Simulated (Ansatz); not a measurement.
## Molecular dynamics of CsNbP2O8(101) slab with NH3 (112 atoms)

How do the atoms of CsNbP2O8(101) slab with NH3 (112 atoms) move, and what local order do they keep?

Calculated with Ansatz 0.2.0; Kohn-Sham DFT, PBEsol, PAW (set soft_2), plane waves.

### Step 1. Set-up

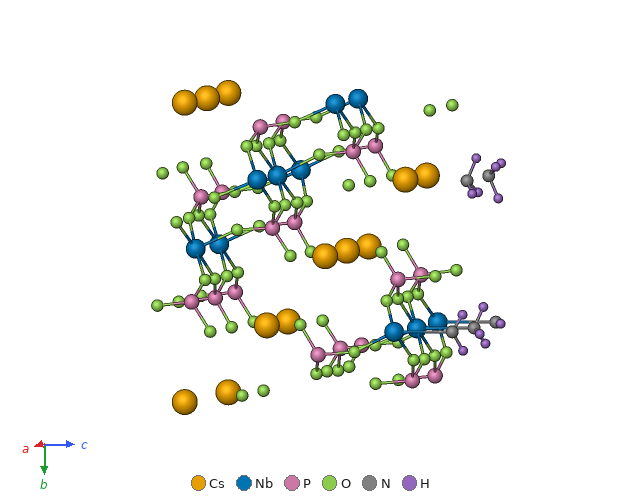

The cell as given, from the side, with the c axis across the page (caesium orange, niobium blue, phosphorus pink, oxygen green, nitrogen grey, hydrogen purple). Some periodic images of atoms are drawn too.

The cell holds 112 atoms: 8 Cs, 8 Nb, 16 P, 64 O, 4 N and 12 H. Cell: a = 10.460 Å, b = 12.734 Å, c = 29.305 Å, α = 90.0°, β = 90.0°, γ = 90.0°. It derives from CsNbP2O8 (C2/m, COD entry). C2/m (COD entry) CsNbP2O8 (cell 8.684, 5.23, 8.84, 90, 93.21, 90), (101) slab of 2 repeat layers, 2 x 1 surface cells, 16 Å of vacuum; atoms within 3.5 Å of the bottom held; 4 NH3 on top sites; displaced by a Gaussian of 0.03 Å. Regions: slab, 96 atoms (8 Cs, 8 Nb, 16 P and 64 O); NH3 adsorbates, 16 atoms (4 N and 12 H). Vacuum lies along c.

Limits known from the start: The main run has no spin polarisation, so moments on Nb can't form in it, and no Hubbard term. Sampling is at Γ alone, for a cell whose shortest periodic width is 10 Å. The levels lack spin–orbit coupling, which is large for the heavy elements here.

### Step 2. Dynamics started at 300 K

A Nosé–Hoover thermostat steers the temperature while disturbing the dynamics little. The time step is 0.5 fs, short enough for the stretching of bonds to hydrogen.

The input, input.yaml:

```yaml
crystal:
  lattice:
    - [10.46, 0.0, 0.0]
    - [0.0, 12.734, 0.0]
    - [0.0, 0.0, 29.305]
  atoms:
    - { symbol: Cs, position: [0.00321, 0.00244, 0.31442] }
    - { symbol: Cs, position: [0.25139, 0.75615, 0.41819] }
    - { symbol: Nb, position: [0.0019, 0.25839, 0.42116] }
    - { symbol: Nb, position: [0.25341, 0.49977, 0.31702] }
    [... 102 atom lines left out ...]
    - { symbol: H, position: [0.08827, 0.76406, 0.72108] }
    - { symbol: H, position: [0.96091, 0.82581, 0.72187] }
    - { symbol: "N", position: [0.25093, 0.26464, 0.71403] }
    - { symbol: H, position: [0.32668, 0.23184, 0.72927] }
    - { symbol: H, position: [0.24739, 0.34003, 0.72795] }
    - { symbol: H, position: [0.1676, 0.2251, 0.72696] }
kpoints:
  mp_grid: { grid: [1, 1, 1] }
hamiltonian:
  xc: pbesol
scf:
  occupations: { method: gaussian, width: 0.05 }
output:
  forces: true
md:
  timestep: 0.5
  n_steps: 60
  ensemble: nvt_nose_hoover
  temperature: 300
  initial_velocities: maxwell_boltzmann
  seed: 5680
  constraints:
    - { sites: [0, 3, 4, 5, 8, 9, 11, 12, 13, 14, 16, 17, 20, 21, 48, 51, 52, 53, 56, 57, 59, 60, 61, 62, 64, 65, 68, 69], fix: xyz }
```

On the command line:

```bash
$ ansatz run input.yaml --threads 8 --pin off --max-ram 15872MiB --backend cpu --events-out ev --progress --plain --runs-dir out
```

Run time: 13 min. Hardware: 8 threads of Arm Neoverse V2, shared host; peak memory 5.4 GiB; 1.7 h of CPU time.

The program notes that it switched symmetry off.

Rows from the run:

| time (fs) | T (K) | potential (meV/atom) | conserved (meV/atom) |
| --- | --- | --- | --- |
| 0.0 | 300 | 0.0 | 0.00 |
| 2.0 | 398 | -9.6 | -0.17 |
| 4.0 | 454 | -15.0 | -0.09 |
| 6.0 | 560 | -25.4 | -0.14 |
| 8.0 | 601 | -29.5 | -0.21 |
| 10.0 | 506 | -20.3 | -0.04 |
| 12.0 | 488 | -18.8 | -0.19 |
| 14.0 | 389 | -9.2 | -0.06 |
| 16.0 | 407 | -11.1 | -0.10 |
| 18.0 | 474 | -17.8 | -0.17 |
| 20.0 | 488 | -19.3 | -0.06 |
| 22.0 | 565 | -27.1 | -0.20 |
| 24.0 | 533 | -24.2 | -0.10 |
| 26.0 | 525 | -23.7 | -0.12 |
| 28.0 | 530 | -24.6 | -0.14 |
| 30.0 | 513 | -23.3 | -0.08 |

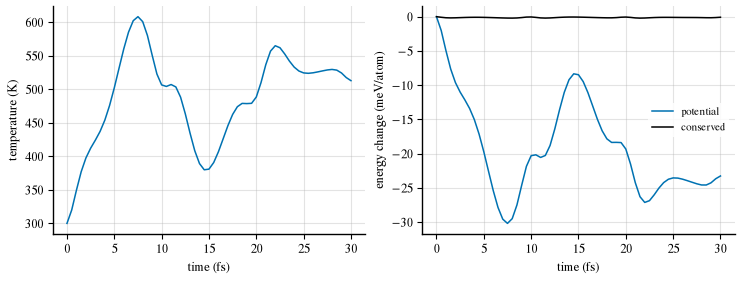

Temperature and energies against time.

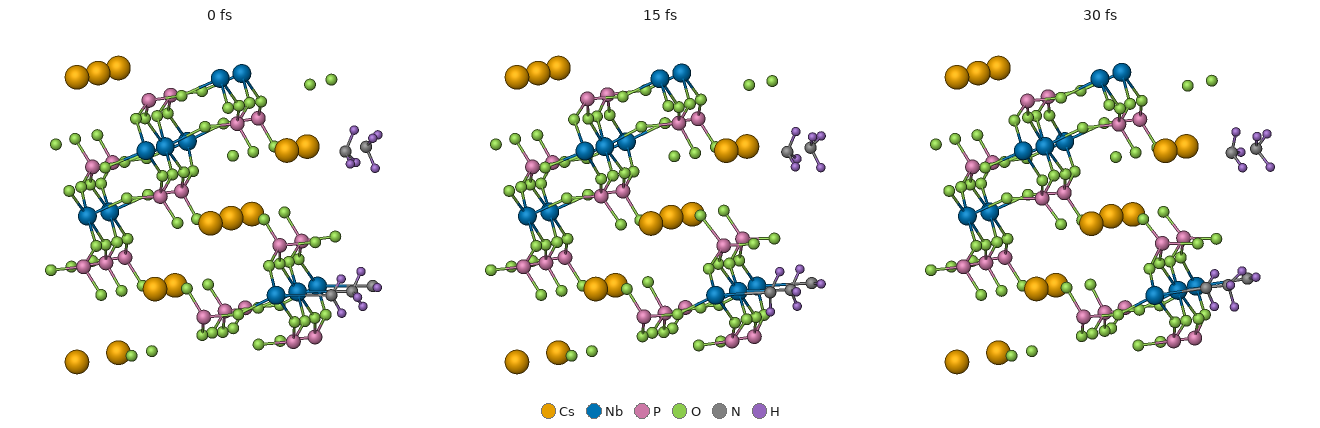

3 frames of the run.

Mean square displacement from the first frame to the last: Cs 0.0044 Å², Nb 0.0048 Å², P 0.010 Å², O 0.012 Å², N 0.14 Å², H 0.25 Å².

Table of mean square displacement by time lag:

| time lag (fs) | Cs (Å²) | H (Å²) | N (Å²) | Nb (Å²) | O (Å²) | P (Å²) |
| --- | --- | --- | --- | --- | --- | --- |
| 2 | 2.4e-5 | 0.00409 | 7.8e-4 | 3.6e-5 | 1.8e-4 | 1.8e-4 |
| 4 | 9.7e-5 | 0.0129 | 0.00310 | 1.4e-4 | 7.2e-4 | 7.1e-4 |
| 6 | 2.1e-4 | 0.0213 | 0.00683 | 3.1e-4 | 0.00153 | 0.00155 |
| 8 | 3.8e-4 | 0.0295 | 0.0121 | 5.5e-4 | 0.00257 | 0.00267 |
| 10 | 5.8e-4 | 0.0403 | 0.0187 | 8.5e-4 | 0.00367 | 0.00391 |
| 12 | 8.3e-4 | 0.0557 | 0.0267 | 0.00121 | 0.00474 | 0.00516 |
| 14 | 0.00112 | 0.0728 | 0.0360 | 0.00162 | 0.00572 | 0.00634 |

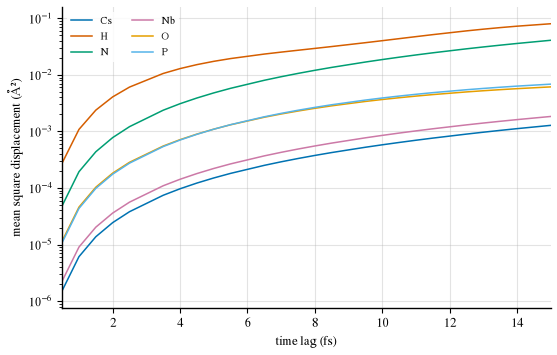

Mean square displacement against time lag.

The drift taken off is the plain mean over atoms, not the centre of mass, so with hydrogen in the cell the heavy atoms' values at short lags are too large.

Over the second half of 30 fs the temperature averages 502 K, rising from about 427 to 524 K (means over the first and last quarter of that half). The conserved energy stays within 0.21 meV/atom. From first frame to last H has the largest mean square displacement, 0.25 Å² at the end; the farthest move is 0.71 Å. The mean temperature of 502 K lies well off the 300 K of the input, so the thermostat hasn't yet brought the run to equilibrium. The run spans 0.03 ps, too short for its means to be equilibrium values.

### Step 3. Local order late in the run

The g(r) is a mean over the second half.

Mean of 17 frames; normalised to the volume that the atoms fill. Pair distribution functions g(r), in bins of 0.2 Å:

| r (Å) | total | O-O | O-P | O-H | O-Cs | O-Nb | O-N |
| --- | --- | --- | --- | --- | --- | --- | --- |
| 0.80 | 0.01 | 0.00 | 0.00 | 0.00 | 0.00 | 0.00 | 0.00 |
| 1.00 | 1.44 | 0.00 | 0.00 | 0.00 | 0.00 | 0.00 | 0.00 |
| 1.20 | 0.05 | 0.00 | 0.00 | 0.00 | 0.00 | 0.00 | 0.00 |
| 1.40 | 1.03 | 0.00 | 6.25 | 0.00 | 0.00 | 0.00 | 0.00 |
| 1.60 | 2.83 | 0.00 | 14.64 | 0.00 | 0.00 | 0.00 | 0.00 |
| 1.80 | 0.52 | 0.00 | 0.76 | 0.00 | 0.00 | 3.24 | 0.00 |
| 2.00 | 1.27 | 0.00 | 0.00 | 0.08 | 0.00 | 15.47 | 0.00 |
| 2.20 | 0.05 | 0.00 | 0.00 | 0.38 | 0.00 | 0.00 | 0.00 |
| 2.40 | 0.95 | 2.74 | 0.00 | 0.10 | 0.00 | 0.00 | 0.00 |
| 2.60 | 1.45 | 4.08 | 0.00 | 0.43 | 0.00 | 0.00 | 1.02 |
| 2.80 | 1.22 | 3.39 | 0.00 | 0.35 | 0.00 | 0.00 | 0.78 |
| 3.00 | 0.31 | 0.58 | 0.00 | 0.25 | 0.54 | 0.00 | 0.00 |
| 3.20 | 0.58 | 0.10 | 0.00 | 0.36 | 5.54 | 0.00 | 0.45 |
| 3.40 | 0.91 | 0.00 | 0.05 | 0.41 | 3.44 | 0.09 | 1.33 |
| 3.60 | 0.70 | 0.27 | 1.84 | 0.52 | 0.13 | 1.50 | 0.93 |
| 3.80 | 1.46 | 1.87 | 2.79 | 0.68 | 0.00 | 2.15 | 0.00 |
| 4.00 | 0.84 | 0.80 | 0.86 | 0.60 | 0.00 | 2.20 | 0.00 |
| 4.20 | 1.21 | 0.40 | 2.79 | 0.33 | 1.12 | 3.58 | 0.33 |
| 4.40 | 0.89 | 0.98 | 0.16 | 0.52 | 0.30 | 2.87 | 0.91 |
| 4.60 | 0.94 | 1.92 | 0.60 | 0.42 | 0.00 | 0.34 | 0.50 |
| 4.80 | 0.33 | 0.43 | 0.42 | 0.27 | 0.34 | 0.00 | 0.37 |
| 5.00 | 1.40 | 2.19 | 1.05 | 0.45 | 1.93 | 0.32 | 0.61 |
| 5.20 | 1.58 | 2.30 | 1.41 | 0.38 | 1.90 | 1.10 | 0.60 |
| 5.40 | 1.04 | 0.80 | 3.04 | 0.46 | 1.19 | 0.27 | 0.49 |
| 5.60 | 0.73 | 0.36 | 1.86 | 0.52 | 0.59 | 1.62 | 0.32 |
| 5.80 | 0.63 | 0.73 | 0.48 | 0.50 | 0.79 | 0.58 | 0.75 |
| 6.00 | 0.60 | 0.80 | 0.21 | 0.38 | 1.63 | 0.00 | 0.16 |
| 6.20 | 0.66 | 0.74 | 0.58 | 0.61 | 0.68 | 0.23 | 0.26 |

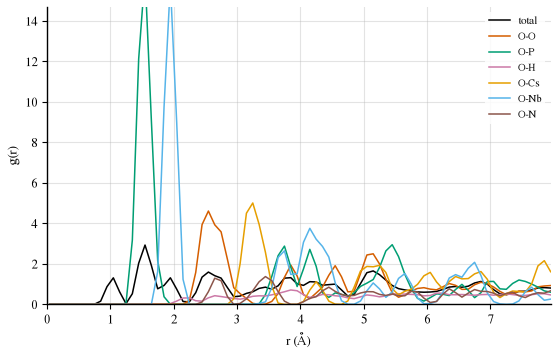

Pair distribution functions, lightly smoothed, with peaks cut at 14.

### Step 4. Single point at the last frame

The last frame is solved again with fuller output, to read the electronic structure of a thermally displaced geometry.

The input, input.yaml:

```yaml
crystal:
  lattice:
    - [10.46, 0.0, 0.0]
    - [0.0, 12.734, 0.0]
    - [0.0, 0.0, 29.305]
  atoms:
    - { symbol: Cs, position: [0.00321, 0.00244, 0.31442] }
    - { symbol: Cs, position: [0.24711, 0.75573, 0.41932] }
    - { symbol: Nb, position: [0.99923, 0.25925, 0.41686] }
    - { symbol: Nb, position: [0.25341, 0.49977, 0.31702] }
    [... 102 atom lines left out ...]
    - { symbol: H, position: [0.08021, 0.72805, 0.71851] }
    - { symbol: H, position: [0.95742, 0.80273, 0.71025] }
    - { symbol: "N", position: [0.25063, 0.27094, 0.72967] }
    - { symbol: H, position: [0.32823, 0.22566, 0.73599] }
    - { symbol: H, position: [0.25656, 0.33529, 0.75196] }
    - { symbol: H, position: [0.17823, 0.22117, 0.74178] }
kpoints:
  mp_grid: { grid: [1, 1, 1] }
hamiltonian:
  xc: pbesol
scf:
  occupations: { method: gaussian, width: 0.05 }
output:
  forces: true
  populations: true
  dos:
    method: { smearing: { sigma: 0.15 } }
    de: 0.1
    projected:
      site_lists:
        Cs: [Cs]
        H: [H]
        "N": ["N"]
        Nb: [Nb]
        O: [O]
        NH3_adsorbates: [96, 97, 98, 99, 100, 101, 102, 103, 104, 105, 106, 107, 108, 109, 110, 111]
  eigenvalues: true
  write_density: true
  write_potential: true
  volumetric_format: npy
```

It took 38 s on 8 threads; peak memory 5.1 GiB.

The program notes that the exchange-correlation potential is rough where the density is thin.

The run gave:

```yaml
free_energy: -130150.9952 eV
free_energy_per_atom: -1162.0625 eV/atom
scf_cycles: 12
r_m_s_force_component: 1.688 eV/Å
longest_force: 12.41 eV/Å
fermi_energy: -0.3162 eV
spacing_of_highest_filled_and_lowest_empty_level: 0.9045 eV
spilling_of_the_projection: 0.01272
```

Neighbours are counted within 2.08 Å (O-P), 3.88 Å (O-Cs), 2.69 Å (O-Nb), 1.27 Å (H-N), 3.69 Å (Cs-N), 2.75 Å (Nb-N).

Length of the force by element and coordination:

| element | coordination | atoms | mean length of the force (eV/Å) | spread | least | most |
| --- | --- | --- | --- | --- | --- | --- |
| Cs | all | 8 | 0.269 | 0.0611 | 0.181 | 0.374 |
| Cs | 6 | 2 | 0.282 | 0.0615 | 0.220 | 0.343 |
| Cs | 7 | 2 | 0.267 | 0.0354 | 0.231 | 0.302 |
| Cs | 10 | 4 | 0.264 | 0.0696 | 0.181 | 0.374 |
| H | all | 12 | 1.42 | 1.69 | 0.492 | 6.94 |
| N | all | 4 | 2.46 | 1.85 | 1.04 | 5.61 |
| Nb | all | 8 | 2.54 | 1.31 | 0.960 | 5.29 |
| Nb | 5 | 2 | 4.51 | 0.786 | 3.72 | 5.29 |
| Nb | 6 | 6 | 1.89 | 0.599 | 0.960 | 2.75 |
| O | all | 64 | 2.02 | 1.45 | 0.219 | 7.71 |
| O | 1 | 4 | 2.23 | 1.63 | 0.368 | 4.82 |
| O | 2 | 24 | 1.78 | 1.34 | 0.219 | 5.51 |
| O | 3 | 24 | 2.01 | 1.03 | 0.529 | 5.21 |
| O | 4 | 12 | 2.45 | 2.07 | 0.334 | 7.71 |
| P | all | 16 | 4.29 | 2.56 | 1.97 | 12.4 |

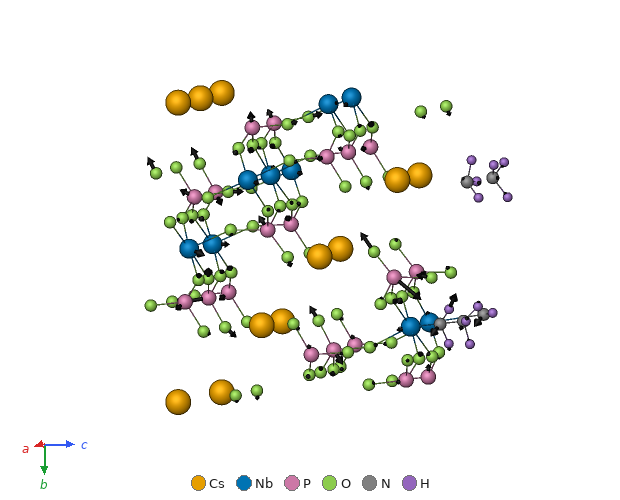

Forces as arrows; the longest in the cell is 12.4 eV/Å. Some periodic images of atoms are drawn too.

Löwdin charges by element and coordination (they lack the spilled electrons, 0.076 e an atom on average):

| element | coordination | atoms | mean charge (e) | spread | least | most |
| --- | --- | --- | --- | --- | --- | --- |
| Cs | all | 8 | 0.876 | 0.0179 | 0.859 | 0.903 |
| Cs | 6 | 2 | 0.903 | 7.0e-4 | 0.902 | 0.903 |
| Cs | 7 | 2 | 0.881 | 0.0017 | 0.879 | 0.883 |
| Cs | 10 | 4 | 0.860 | 6.0e-4 | 0.859 | 0.860 |
| H | all | 12 | 0.340 | 0.0204 | 0.313 | 0.377 |
| N | all | 4 | -0.754 | 0.0494 | -0.814 | -0.688 |
| Nb | all | 8 | 1.63 | 0.0254 | 1.59 | 1.66 |
| Nb | 5 | 2 | 1.66 | 0.0011 | 1.66 | 1.66 |
| Nb | 6 | 6 | 1.61 | 0.0159 | 1.59 | 1.64 |
| O | all | 64 | -0.735 | 0.0823 | -0.889 | -0.603 |
| O | 1 | 4 | -0.864 | 0.0023 | -0.867 | -0.861 |
| O | 2 | 24 | -0.699 | 0.0714 | -0.849 | -0.603 |
| O | 3 | 24 | -0.694 | 0.0261 | -0.746 | -0.647 |
| O | 4 | 12 | -0.846 | 0.0254 | -0.889 | -0.805 |
| P | all | 16 | 2.16 | 0.0411 | 2.07 | 2.23 |

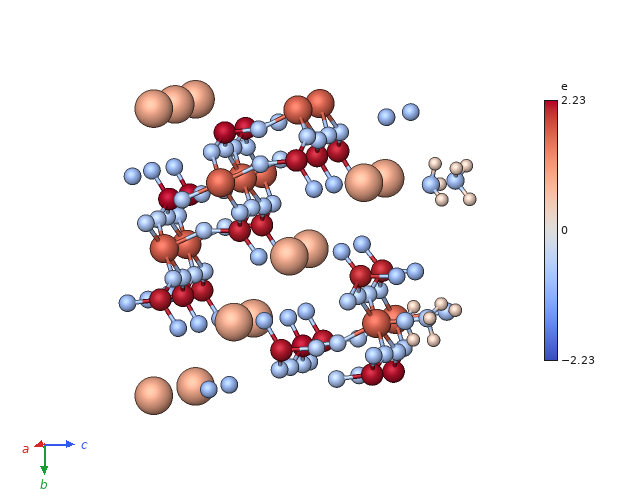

Atoms coloured by Löwdin charge. Some periodic images of atoms are drawn too.

By region:

| region | atoms | mean length of the force (eV/Å) |
| --- | --- | --- |
| slab | 96 | 2.29 |
| NH3 adsorbates | 16 | 1.68 |

Density of states as counts of states in windows of 1 eV (from the Fermi level), total and the larger projections:

| from (eV) | to (eV) | total | O p | Nb d | Cs p | NH3 adsorbates |
| --- | --- | --- | --- | --- | --- | --- |
| -10 | -9 | 18.8 | 10.0 | 1.8 | 0.1 | 2.3 |
| -9 | -8 | 32.6 | 17.8 | 2.3 | 1.1 | 4.9 |
| -8 | -7 | 79.5 | 22.4 | 1.3 | 40.9 | 7.8 |
| -7 | -6 | 39.2 | 26.3 | 3.8 | 2.5 | 0.6 |
| -6 | -5 | 51.1 | 37.0 | 5.3 | 1.3 | 1.5 |
| -5 | -4 | 76.7 | 66.5 | 2.0 | 0.9 | 1.5 |
| -4 | -3 | 57.4 | 51.7 | 1.4 | 0.4 | 0.5 |
| -3 | -2 | 59.5 | 52.1 | 0.7 | 0.4 | 3.8 |
| -2 | -1 | 13.8 | 13.0 | 0.2 | 0.0 | 0.0 |
| -1 | 0 | 8.4 | 7.8 | 0.3 | 0.0 | 0.0 |
| 0 | 1 | 25.7 | 5.6 | 17.5 | 0.0 | 0.1 |
| 1 | 2 | 24.2 | 6.3 | 15.5 | 0.0 | 0.1 |
| 2 | 3 | 4.1 | 0.5 | 1.2 | 0.0 | 0.9 |
| 3 | 4 | 12.9 | 0.9 | 3.4 | 0.0 | 1.6 |
| 4 | 5 | 32.1 | 2.1 | 6.0 | 0.0 | 3.1 |

Between -26 and -10 eV lie 171 more states.

The stored curve holds about 608 of the 672 electrons; the rest, give or take the few that broadening carries across the Fermi level, lie in deeper levels below its range.

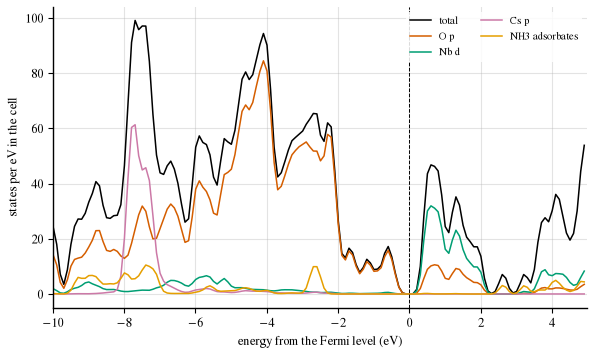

Total and projected density of states, with the broadening of the input.

Not all projections were asked for or kept, so they needn't add up to the total.

The levels nearest the highest filled one (over half full), pooled over k-points and spins:

| level less the highest filled one (eV) | occupation |
| --- | --- |
| -0.784 | 2 |
| -0.660 | 2 |
| -0.425 | 2 |
| -0.181 | 2 |
| -0.169 | 2 |
| 0 | 2 |
| 0.904 | 0 |
| 0.912 | 0 |
| 0.928 | 0 |
| 0.993 | 0 |
| 1.00 | 0 |
| 1.07 | 0 |

Planar average of the electrostatic potential energy along the normal, with the Fermi level as zero, after a running mean with a triangular window 4 Å wide at its base:

| height (Å) | potential energy (eV) |
| --- | --- |
| 0.0 | 4.44 |
| 1.2 | 4.59 |
| 2.3 | 4.74 |
| 3.5 | 4.89 |
| 4.7 | 5.04 |
| 5.9 | 5.11 |
| 7.0 | 3.91 |
| 8.2 | -0.16 |
| 9.4 | -2.78 |
| 10.5 | -1.84 |
| 11.7 | -2.62 |
| 12.9 | -2.70 |
| 14.1 | -2.16 |
| 15.1 | -3.03 |
| 16.3 | -2.27 |
| 17.4 | -2.40 |
| 18.6 | -2.47 |
| 19.8 | 0.59 |
| 21.0 | 2.21 |
| 22.1 | 2.76 |
| 23.3 | 3.52 |
| 24.5 | 3.82 |
| 25.6 | 3.98 |
| 26.8 | 4.13 |
| 28.0 | 4.28 |
| 29.2 | 4.42 |

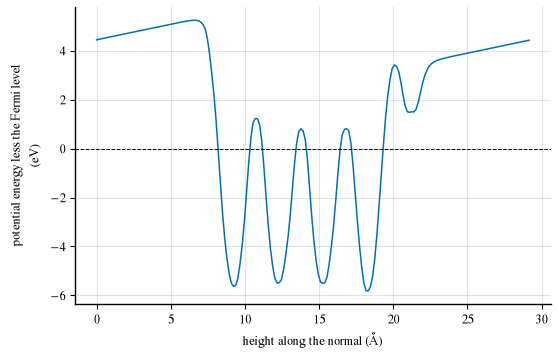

Planar average of the electrostatic potential energy; the dashed line is the Fermi level.

Mean Löwdin charges: Cs +0.88, H +0.34, N -0.75, Nb +1.63, O -0.73, P +2.16 e (they miss 1.3 % of the electrons, so they add up to more than the cell's charge). The largest share in the top eV of filled states is O p (96 % of the projected weight), and in the lowest eV of empty states Nb d (73 % of the projected weight). The potential slopes across the vacuum by 0.13 eV/Å: the slab bears a dipole, and with periodic images along the normal there is no flat vacuum level to read.

### Step 5. Summary of results

```
mean temperature, second half                                : 502.1 K
temperature swing, second half                               : 48.35 K
slope of the conserved energy against time, by least squares : -0.0377 meV/atom/ps
free energy per atom                                         : -1162.0625 eV/atom
r.m.s. force component                                       : 1.688 eV/Å
gap (highest filled to lowest empty level)             : 0.9045 eV
wall time of the 2 DFT runs                                  : 14 min
```

What this shows: Over the second half of 30 fs the temperature averages 502 K, rising from about 427 to 524 K (means over the first and last quarter of that half). The conserved energy stays within 0.21 meV/atom. The mean temperature of 502 K lies well off the 300 K of the input, so the thermostat hasn't yet brought the run to equilibrium. The run spans 0.03 ps, too short for its means to be equilibrium values. Between filled and empty levels lie 0.904 eV at Γ alone; the mesh holds the band edges only if they fold onto it, so the gap at this level can be narrower or closed, and states at the surface or the caps may set it.

**Limits.** The slab bears a dipole and has periodic images along its normal, so a spurious field crosses the vacuum. The published positions, changed by the recipe (random displacements or longer bonds to H), lie far from the minimum at this level of theory.

[Logs are printed without paths, hosts, clocks, repeated set-up lines and the standing remarks that a program may print on its own settings, such as how far it seeks lower states.]

[Hosts, paths, dates, database ids (printed as entryN), source tags and the programs' standing remarks are cut or masked in the printed files.]
